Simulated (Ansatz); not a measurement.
MgO, space group P6_3/mmc (No. 194), a = 2.965 Å, b = 2.965 Å, c = 29.459 Å, α = 90.00°, β = 90.00°, γ = 120.00°

| site | Wyckoff | x | y | z |
| --- | --- | --- | --- | --- |
| Mg1 | 4f | 0.3333 | 0.6667 | 0.8351 |
| Mg2 | 4f | 0.3333 | 0.6667 | 0.4175 |
| Mg3 | 2b | 0.0000 | 0.0000 | 0.2500 |
| Mg4 | 2a | 0.0000 | 0.0000 | 0.0000 |
| O1 | 4f | 0.3333 | 0.6667 | 0.9588 |
| O2 | 4f | 0.3333 | 0.6667 | 0.2061 |
| O3 | 4e | 0.0000 | 0.0000 | 0.1237 |

Origin: the geometry relaxed with DFT, r2SCAN, plane waves, PAW (Ansatz).

Describe the coordination of Mg4 (2a).

Answer. MgO6: an essentially ideal octahedron (coordination number 6, S = 0.00; next best trigonal prism, S = 16.7). Bonds: 6 × Mg–O 2.10 Å. The next neighbour, not counted, lies at 2.96 Å.

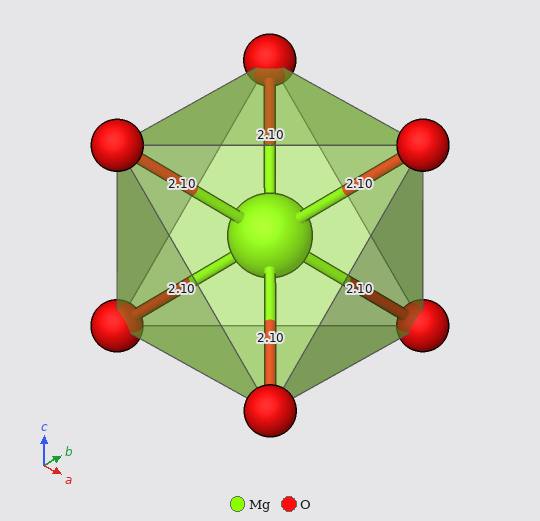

The polyhedron about Mg4 (2a). Shape measures S are computed against regular polyhedra or, for capped shapes, the nearer of the equal-edge and equal-bond forms.
